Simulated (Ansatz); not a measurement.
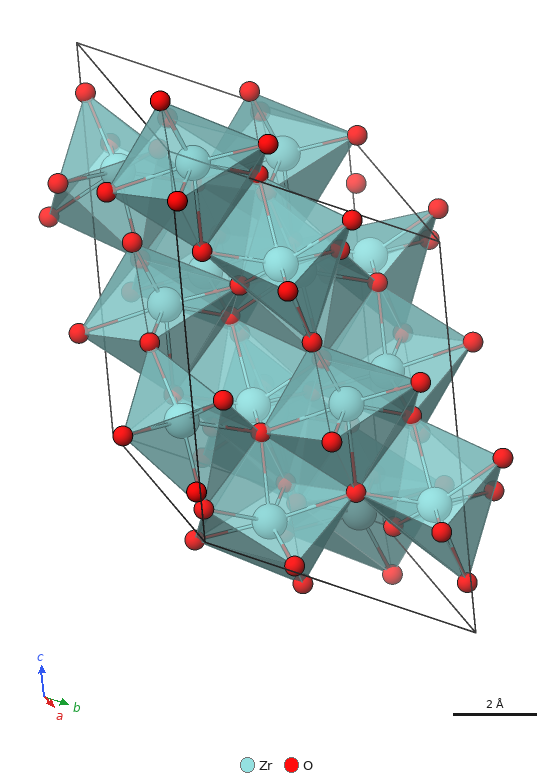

Figure 1. The structure as given in the input (polyhedral view of the cell of the calculation, seen slightly off an axis; polyhedra are completed across the faces of the cell). An atom can appear more than once, as a periodic image.

**Zr16O31: single-point calculation (part 1 of 3)**

System: Zr16O31 (defect cell, 47 atoms in the cell).
Method: DFT PBE, scalar-relativistic, plane waves, PAW, spin-polarised (Ansatz 0.2.0).

The structure derives from an entry of the Crystallography Open Database.

## Input
```yaml
crystal:
  lattice:
    - [4.300938, -5.2023, 5.255159]
    - [-4.300938, -5.2023, -5.255159]
    - [5.996462, 5.2023, -5.255159]
  atoms:
    - { symbol: Zr, position: [0.1176137044, 0.873546351, 0.0337912527], spin: 0.2 }
    - { symbol: Zr, position: [0.1157926805, 0.3725395546, 0.5334815271] }
    - { symbol: Zr, position: [0.6168512418, 0.3735316403, 0.0335388943] }
    - { symbol: Zr, position: [0.6173741626, 0.8735524962, 0.533055216] }
    - { symbol: Zr, position: [0.5902353782, 0.5832404081, 0.7170795794] }
    - { symbol: Zr, position: [0.5883752536, 0.0826501384, 0.2155084044], spin: 0.2 }
    - { symbol: Zr, position: [0.0899737592, 0.0832847263, 0.7166876804] }
    - { symbol: Zr, position: [0.0904616495, 0.5832951181, 0.2168622296] }
    - { symbol: Zr, position: [0.381742458, 0.1243008344, 0.4649340485] }
    - { symbol: Zr, position: [0.3831090196, 0.6263735439, 0.9679512726], spin: 0.2 }
    - { symbol: Zr, position: [0.8815225174, 0.6252495545, 0.4655541146] }
    - { symbol: Zr, position: [0.8821658952, 0.1249095876, 0.9660662442] }
    - { symbol: Zr, position: [0.9078981038, 0.4157983972, 0.7817645625] }
    - { symbol: Zr, position: [0.9083670294, 0.916725847, 0.2825011042] }
    - { symbol: Zr, position: [0.4088904184, 0.9158715429, 0.7823266035], spin: 0.2 }
    - { symbol: Zr, position: [0.4096289358, 0.4157231627, 0.2830085739] }
    - { symbol: O, position: [0.3439370884, 0.3808706356, 0.4836750382] }
    - { symbol: O, position: [0.8455996809, 0.3812776031, 0.9846440802] }
    - { symbol: O, position: [0.8451206409, 0.8810638744, 0.4840253783] }
    - { symbol: O, position: [0.1464574678, 0.8599525582, 0.2650441764] }
    - { symbol: O, position: [0.1453983135, 0.359286147, 0.764908283] }
    - { symbol: O, position: [0.6478301846, 0.3613733973, 0.2659586195] }
    - { symbol: O, position: [0.6463156408, 0.8596591539, 0.764524704] }
    - { symbol: O, position: [0.1559177878, 0.1168012725, 0.5166479017] }
    - { symbol: O, position: [0.1571781932, 0.6259493106, 0.0120096135] }
    - { symbol: O, position: [0.6541847603, 0.6179983027, 0.5151081403] }
    - { symbol: O, position: [0.6522311574, 0.1158159021, 0.0148293352] }
    - { symbol: O, position: [0.352285971, 0.1348059346, 0.2285173657] }
    - { symbol: O, position: [0.3512478318, 0.6438336037, 0.739840645] }
    - { symbol: O, position: [0.8528379305, 0.6391888073, 0.2343236543] }
    - { symbol: O, position: [0.8520823162, 0.1384213366, 0.7342129257] }
    - { symbol: O, position: [0.8651940815, 0.6595895273, 0.8631452795] }
    - { symbol: O, position: [0.8696001141, 0.1604219321, 0.3638054575] }
    - { symbol: O, position: [0.3662958722, 0.1598907003, 0.867055826] }
    - { symbol: O, position: [0.3668235134, 0.6608597957, 0.3638724717] }
    - { symbol: O, position: [0.5461184692, 0.5000860342, 0.8838393777] }
    - { symbol: O, position: [0.5460889539, 0.0014264459, 0.3848135291] }
    - { symbol: O, position: [0.0460168749, 0.0010959055, 0.8850087203] }
    - { symbol: O, position: [0.0482368094, 0.5040801619, 0.3861788139] }
    - { symbol: O, position: [0.6318054956, 0.3378720166, 0.6330454219] }
    - { symbol: O, position: [0.6312126228, 0.8394638545, 0.1323779906] }
    - { symbol: O, position: [0.1320955033, 0.8373878212, 0.6391716794] }
    - { symbol: O, position: [0.1331331585, 0.339538364, 0.1331229753] }
    - { symbol: O, position: [0.9507083819, 0.4943800795, 0.6120191504] }
    - { symbol: O, position: [0.9552482018, 0.9993748359, 0.1157166945] }
    - { symbol: O, position: [0.4541832241, 0.9988261407, 0.6148773191] }
    - { symbol: O, position: [0.456307498, 0.499150859, 0.1173153994] }
magnetization:
  spin_polarized: true
basis:
  ecutwfc: 420
  fft_grid_basis: typed
kpoints:
  mp_grid: { grid: [2, 2, 2] }
hamiltonian:
  xc: pbe
  pseudopotentials: { kind: paw }
scf:
  occupations: { method: gaussian, width: 0.05 }
output:
  forces: true
  stress: false
  eigenvalues: true
  bader: true
  write_density: true
  volumetric_format: npy
  populations: true
```

Run on 4 threads of Arm Neoverse V1, 24 GiB of memory available, shared host.

Run as:
```bash
ansatz run input.yaml --threads 4 --pin off --max-ram 10240MiB --backend cpu --events-out ev --progress --plain --runs-dir out
```

## The program's output
```
Engine: ansatz 0.2.0, aarch64-unknown-linux-gnu
Pseudopotentials: kind: paw
Pseudopotential: Zr, paw, valence charge 12, recommended cutoff 420 eV (normal), Zr.paw.azcp
Pseudopotential: O, paw, valence charge 6, recommended cutoff 420 eV (normal), O.paw.azcp
Functional definition: PBE
  parameter kappa = 0.804
  parameter beta = 0.06672455060314922
  exchange = pbe_x(kappa = kappa, mu = beta*pi^2/3)
  correlation = pbe_c(beta = beta)
Crystal: 47 atoms, lattice volume = 563.039 Å³
Basis set: ecut = 420 eV, 11017 PW (Γ), exchange–correlation on 120×120×128 points (8 copies of the dense FFT grid, shifted against one another)
Bands: 237, of which v1, the nominal top of the filled ones, is band 189 counted from 1 (188 counted from 0)
Symmetry: 1 space group operations
Space group: P1 (ITA 1), of the structure as read, at distance tolerance 8.3e-5 Å
Magnetic group: BNS 1.1 (UNI 1), of the structure as read, at distance tolerance 8.3e-5 Å
k-points: 8
Non-local potential: Zr, projectors of the file, l = 0: 3, l = 1: 2, l = 2: 2, l = 3: 2
Non-local potential: O, projectors of the file, l = 0: 2, l = 1: 2, l = 2: 1
PAW form: soft (Blöchl's): semilocal exchange-correlation on the pseudo side does not see the compensation charge
PAW one-centre angular grid: Zr, 590 points (default); XC on 64 Gauss nodes
PAW one-centre angular grid: O, 110 points (default); XC on 64 Gauss nodes
Initial density: superposition of atomic densities (chi_scale 0.1, normalization cell, long waves kept (reshape's long-wave potential 0.18 eV rms))
Starting moments: Σ|m| = 0.8 μB on 4 of 47 sites
Initial wavefunctions: pseudopotential atomic-orbital guess
Functional: x = pbe(κ = 0.804, μ = 0.2195149727645171), c = pbe(β = 0.06672455060314922)
SCF iter   1: F=—  HF=-84616.413314 eV  |F-HF|=—  |Δ(HF+E_count)|=         —  Δρ=2.77e-2 (↑2.69e-2 ↓2.77e-2)  dr2=1.85e1  dr2_m=2.02e-2  M=0.000 μB ∫|m|=0.113 μB  β_m=0.30  ethr=3.10e-3  ⟨swp⟩=4.1  Hψ=13925  notcnv=0  defer=244
Mixer restart at iter 1: flushing history
preconditioner: auto → Resta (q_TF=auto, 2.553 Å⁻¹)  ε∞=4.0  [insulator: Δε(μ)=1.692 eV  Ē_g=16.807 eV  σ=0.050 eV  W_gap=1.00  n_scr=160 (ndim 8)  ℏωp=29.1 eV  f_vac=0.000  D(μ)=0.00/eV (n_scr^D=0)  ε∞_Penn≈4.0]
spin=Collinear: Resta preconditioning applied to the charge; magnetization (m = ρ↑ − ρ↓) channel mixes plain (no charge-response kernel on spin).
SCF iter   2: F=—  HF=-84614.456355 eV  |F-HF|=—  |Δ(HF+E_count)|=    1.96e0  Δρ=1.98e-2 (↑1.93e-2 ↓1.98e-2)  dr2=8.83e0  dr2_m=1.01e-2  M=0.000 μB ∫|m|=0.091 μB  β_m=0.58  ethr=3.10e-3  ⟨swp⟩=2.0  Hψ=4461  notcnv=0  defer=675
SCF iter   3: F=—  HF=-84613.438008 eV  |F-HF|=—  |Δ(HF+E_count)|=    1.02e0  Δρ=6.50e-3 (↑6.50e-3 ↓6.44e-3)  dr2=1.24e0  dr2_m=3.31e-4  M=0.000 μB ∫|m|=0.041 μB  β_m=0.58  ethr=2.34e-3  ⟨swp⟩=2.6  Hψ=6214  notcnv=0  defer=675
SCF iter   4: F=—  HF=-84613.407992 eV  |F-HF|=—  |Δ(HF+E_count)|=   3.00e-2  Δρ=2.10e-3 (↑2.09e-3 ↓2.10e-3)  dr2=1.04e-1  dr2_m=4.73e-5  M=0.000 μB ∫|m|=0.007 μB  β_m=0.79  ethr=3.27e-4  ⟨swp⟩=2.5  Hψ=6253  notcnv=0  defer=658
SCF iter   5: F=—  HF=-84613.462988 eV  |F-HF|=—  |Δ(HF+E_count)|=   5.50e-2  Δρ=1.34e-3 (↑1.34e-3 ↓1.34e-3)  dr2=3.49e-2  dr2_m=2.26e-6  M=0.000 μB ∫|m|=0.002 μB  β_m=0.67  ethr=2.74e-5  ⟨swp⟩=2.0  Hψ=5951  notcnv=0  defer=658
SCF iter   6: F=—  HF=-84613.460487 eV  |F-HF|=—  |Δ(HF+E_count)|=   2.50e-3  Δρ=3.65e-4 (↑3.65e-4 ↓3.60e-4)  dr2=2.60e-3  dr2_m=9.40e-7  M=0.000 μB ∫|m|=0.001 μB  β_m=0.83  ethr=9.24e-6  ⟨swp⟩=2.0  Hψ=5778  notcnv=0  defer=658
SCF iter   7: F=—  HF=-84613.463403 eV  |F-HF|=—  |Δ(HF+E_count)|=   2.92e-3  Δρ=9.90e-5 (↑9.90e-5 ↓9.65e-5)  dr2=2.48e-4  dr2_m=1.03e-7  M=0.000 μB ∫|m|=0.001 μB  β_m=0.90  ethr=6.89e-7  ⟨swp⟩=2.0  Hψ=5884  notcnv=0  defer=658
SCF iter   8: F=—  HF=-84613.463701 eV  |F-HF|=—  |Δ(HF+E_count)|=   2.97e-4  Δρ=5.18e-5 (↑5.18e-5 ↓5.14e-5)  dr2=5.36e-5  dr2_m=1.41e-8  M=0.000 μB ∫|m|=0.000 μB  β_m=0.81  ethr=6.57e-8  ⟨swp⟩=2.0  Hψ=5792  notcnv=0  defer=658
SCF iter   9: F=—  HF=-84613.463721 eV  |F-HF|=—  |Δ(HF+E_count)|=   2.05e-5  Δρ=2.54e-5 (↑2.51e-5 ↓2.54e-5)  dr2=1.21e-5  dr2_m=6.29e-9  M=0.000 μB ∫|m|=0.000 μB  β_m=0.75  ethr=1.42e-8  ⟨swp⟩=2.0  Hψ=5792  notcnv=0  defer=658
SCF iter  10: F=—  HF=-84613.463723 eV  |F-HF|=—  |Δ(HF+E_count)|=   1.48e-6  Δρ=7.06e-6 (↑6.88e-6 ↓7.06e-6)  dr2=1.01e-6  dr2_m=7.47e-10  M=0.000 μB ∫|m|=0.000 μB  β_m=0.87  ethr=3.20e-9  ⟨swp⟩=2.0  Hψ=5296  notcnv=0  defer=658
SCF iter  11: F=—  HF=-84613.463723 eV  |F-HF|=—  |Δ(HF+E_count)|=   6.93e-7  Δρ=2.48e-6 (↑2.48e-6 ↓2.48e-6)  dr2=1.27e-7  dr2_m=1.91e-11  M=0.000 μB ∫|m|=0.000 μB  β_m=0.77  ethr=2.67e-10  ⟨swp⟩=2.0  Hψ=5772  notcnv=0  defer=658
SCF iter  12: F=-84613.463723 eV  HF=-84613.463723 eV  |F-HF|=6.13e-9  |Δ(HF+E_count)|=   1.35e-8  Δρ=9.28e-7 (↑9.28e-7 ↓9.24e-7)  dr2=1.67e-8  dr2_m=2.83e-12  M=0.000 μB ∫|m|=0.000 μB  ethr=2.65e-11  ⟨swp⟩=11.2  Hψ=17073  notcnv=0
SCF 1 converged in 12 iterations: F = -84613.463723 eV  dr2 = 1.67e-8
  greatest PAW one-centre occupation: 0.995 electrons in one spin orbital (limit 2), on the Zr atom at site 9 (counted from 0), in its partial waves of l = 0
```

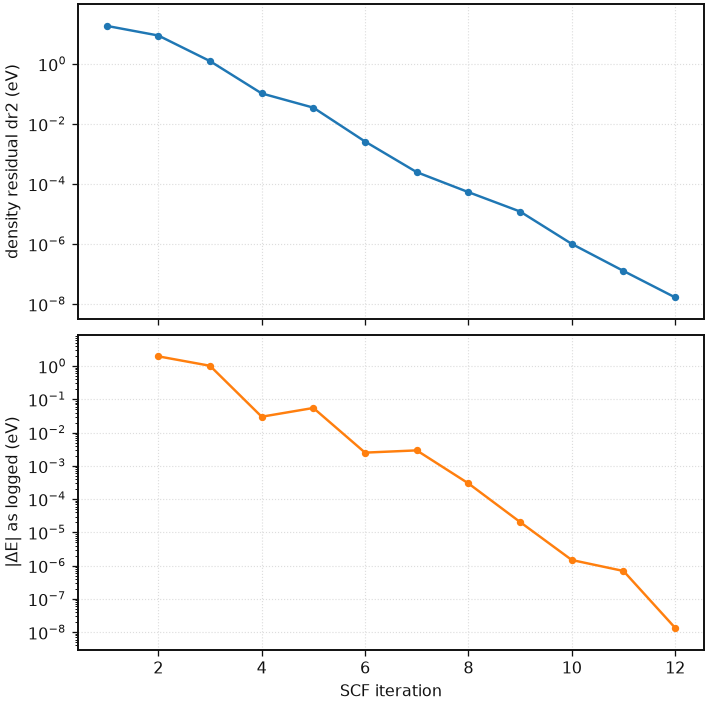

Figure 2. Convergence of the self-consistent field: density residual dr2 and size of the energy change against the SCF iteration. The residual falls at every step.

```
WARN: the starting moments were not kept: the SCF closed with an absolute magnetisation of 2.4e-6 μB, where they sum to 0.8 μB in size (4 sites). That is at most 0.1 of that sum. Measured as dr2_m measures the in/out step, that magnetisation stands 1.0e-13 eV from none, at or under the dr2_threshold of 1.0e-7 eV: it is no larger than a step whose dr2_m would equal this threshold. The system may hold no moment; this SCF shows only that its start led to no more than that. To try another start: raise the starting moments (crystal.atoms[].spin, magnetization.per_species, magnetization.initial_magnetization, or on a non-collinear deck that types none of these the spinor_matrix: blocks that start its atoms; where the total moment is fixed, keep their sum and leave initial_magnetization as it is; typed ones take the place of any that the run laid by itself, positive ones on a crystal's lanthanoids without a Hubbard term where scf.initial_density.shell_occupations: [] is typed) or, if the notice of its spin-set hold's release reads "site moments contracting" or "site moments show no strong build", lengthen the hold (scf.mixing.spin_hold: { on: { confirm: 4 } }; for m-r²SCAN on two components see the key's manual first). Each may lead to a state that holds a moment. A second SCF, from the converged charge density, with the starting moments and any scf.initial_density.shell_occupations laid on it anew, would have followed, and was not run: the deck does not ask for one (magnetization.retry_lost_moments is false, the default). To let it run, set magnetization.retry_lost_moments: true and run the deck again, where that key's refused combinations let it; where memory then withholds it, that run's warning says so.
SCF converged after 12 iterations
Magnetization: 0.0000 μB (189.0000 up, 189.0000 down)
Absolute magnetization: 0.0000 μB (∫|ρ↑−ρ↓|, with the PAW one-centre terms)
Spin contamination: 0.0000 ħ² per cell (⟨S²⟩ above its minimum at these occupations)
Per-site moments (μB) at R_I (Å): [(3.374383130086701e-8, 0.8516277403243633), (-2.849167435715351e-9, 0.837020629660157), (-2.2606677702443827e-9, 0.8454958680093668), (-4.005407936570016e-9, 0.8456384401580385), (-3.1174923188292468e-9, 0.8407530516968913), (1.0114591786799424e-8, 0.8442276944852144), (-1.312219046367425e-9, 0.8445492822577583), (-5.715981307283032e-9, 0.8404012194977634), (-4.338681933341736e-9, 0.8453025115055346), (2.007102092491957e-8, 0.8390952343199017), (-5.310002096942009e-9, 0.847578892907331), (-1.7450983038798238e-9, 0.847889669329152), (-4.474730291173959e-9, 0.8416002091532317), (1.8513467070318173e-9, 0.8435529088080944), (1.0668063211632233e-8, 0.8445000268017133), (-3.494724861680516e-9, 0.8406745637857982), (2.4863729868128064e-8, 0.8889306313222783), (2.3876892980510677e-8, 0.8893249031832878), (2.0816669507497356e-8, 0.8862789435887268), (-9.308934889501101e-9, 0.8868212691049598), (3.2473320679772226e-9, 0.8848119374890892), (-7.734911840901419e-9, 0.8904556466819499), (-1.342845600179726e-9, 0.8865601566849332), (2.547975777273398e-8, 0.8855032489069031), (-4.397444355933018e-8, 0.8734668838689044), (2.4628371429044038e-8, 0.8861289259320295), (-2.386689396729079e-8, 0.8924785573020388), (-2.4597955327000062e-8, 0.8959567027601899), (-3.7414053848029766e-8, 0.8750407242604857), (2.1216748500432845e-8, 0.8900886238481847), (2.0972007721520654e-8, 0.8899059649645902), (-1.4463497266169929e-8, 0.8463279065690703), (-5.707311942363793e-9, 0.837020629660157), (-6.053241708585038e-9, 0.8454958680093668), (2.0217482503985136e-8, 0.8456384401580385), (5.389101990303898e-10, 0.8407530516968913), (-1.7081454113704295e-8, 0.8442276944852144), (-1.5856157849322878e-8, 0.8445492822577583), (1.6972868491546312e-8, 0.8404012194977634), (2.25020405939746e-8, 0.8453025115055346), (-4.681615394161844e-8, 0.8390952343199017), (-1.4109463697420225e-8, 0.847578892907331), (1.803544870033221e-8, 0.847889669329152), (2.3014085169603158e-8, 0.8416002091532317), (-2.2339759150378795e-10, 0.8435529088080944), (-1.4670734603332366e-8, 0.8445000268017133), (-8.121770154603479e-9, 0.8406745637857982)]
Free energy (F): -84613.463723 eV
Harris-Foulkes:  -84613.463723 eV  (|F-HF|=6.13e-9)
Internal energy: -84613.463723 eV  (E = F + TS)
E sigma→0 (E₀):  -84613.463723 eV
Fermi energy:    13.325545 eV
--- Per-component energies (eV) ---
  E_band       = -1516.649487
  E_kinetic    = 10824.125282
  E_local      = -20370.927671  (includes V_loc(G=0)·N_el)
  E_nonlocal   = 2697.998753
  E_hartree    = 6861.453320
  E_xc         = -4912.513140
  E_vxc        = -6023.796209  (∫ρ·V_xc dr)
  E_paw        = -52146.284871  (= ΣΔE_a)
  E_vpaw       = -2367.034351  (= ΣTr[D̂ρ^β])
  E_aug_tail   = 0.077184  (compensation charges beyond the density's cutoff)
  E_ewald      = -27567.392580
  E_smearing   = -0.000000  (= −TS)
  E_closure    = 0.000000  (closes the sum)
  Σ components = -84613.463723   (vs F -84613.463723, Δ=0.00e0)
--- Forces (eV/Å), atoms counted from 1 ---
  atom   1  Zr    -0.00276024     0.00989700     0.00228666
  atom   2  Zr    -0.00022665    -0.00957001    -0.00408985
  atom   3  Zr    -0.01068758    -0.00465863    -0.00617533
  atom   4  Zr    -0.00092448     0.00384314     0.00384938
  atom   5  Zr     0.00244766    -0.00427188     0.00082722
  atom   6  Zr     0.01126809    -0.01107832    -0.00269147
  atom   7  Zr     0.00154455    -0.00417293     0.00374975
  atom   8  Zr     0.00274826    -0.00638182     0.00500609
  atom   9  Zr     0.00626427    -0.00165761     0.00473679
  atom  10  Zr     0.01160213     0.00375091     0.01207228
  atom  11  Zr     0.00514247     0.00405764    -0.00074912
  atom  12  Zr     0.00099259     0.00005471     0.00390396
  atom  13  Zr    -0.00209070     0.00207000    -0.00632581
  atom  14  Zr     0.00972192     0.00157307     0.00458196
  atom  15  Zr    -0.00471766    -0.01745715     0.00554737
  atom  16  Zr    -0.00697165     0.00069279    -0.00551392
  atom  17  O      0.00431196     0.00283945    -0.00334488
  atom  18  O      0.00042268    -0.00192648    -0.00278525
  atom  19  O      0.00123405    -0.00372606    -0.00060350
  atom  20  O     -0.00022244     0.00291335    -0.00308747
  atom  21  O     -0.00017492     0.00367990     0.00036961
  atom  22  O     -0.00127943    -0.00091858     0.00147251
  atom  23  O      0.00543545    -0.00314101     0.00045382
  atom  24  O     -0.00387782    -0.00005846    -0.00133596
  atom  25  O     -0.00520834    -0.00762706    -0.00761553
  atom  26  O     -0.00204128    -0.00080098     0.00161540
  atom  27  O      0.00041369     0.00859163     0.00105019
  atom  28  O     -0.00525161     0.00413279     0.00770490
  atom  29  O      0.00307354     0.00637334    -0.00467947
  atom  30  O     -0.00343783    -0.00052674    -0.00048666
  atom  31  O     -0.00163481     0.00100029     0.00249481
  atom  32  O      0.00479805    -0.00095151    -0.00374541
  atom  33  O     -0.00606914     0.00920883     0.00156836
  atom  34  O     -0.00155814     0.00451866    -0.00232095
  atom  35  O     -0.00351669    -0.00286659     0.00045266
  atom  36  O     -0.00112834     0.00197670     0.00448352
  atom  37  O     -0.00216901     0.00001857     0.00011042
  atom  38  O     -0.00243762     0.00010676    -0.00185428
  atom  39  O      0.00169011    -0.00018234    -0.00126099
  atom  40  O      0.00755176     0.00219785    -0.00096677
  atom  41  O     -0.01422403     0.00639679    -0.00823110
  atom  42  O     -0.00114480    -0.00154835    -0.00252251
  atom  43  O      0.00299974     0.00488005     0.00131670
  atom  44  O     -0.00102924    -0.00198916     0.00149437
  atom  45  O      0.00003937    -0.00005273    -0.00259768
  atom  46  O     -0.00059222     0.00016175    -0.00040513
  atom  47  O      0.00168350     0.00062510     0.00224474
  max |Σ_I F_I| component: 9.19e-6 eV/Å
--- Band table (eV; the first three rows and the last of 16) ---
```
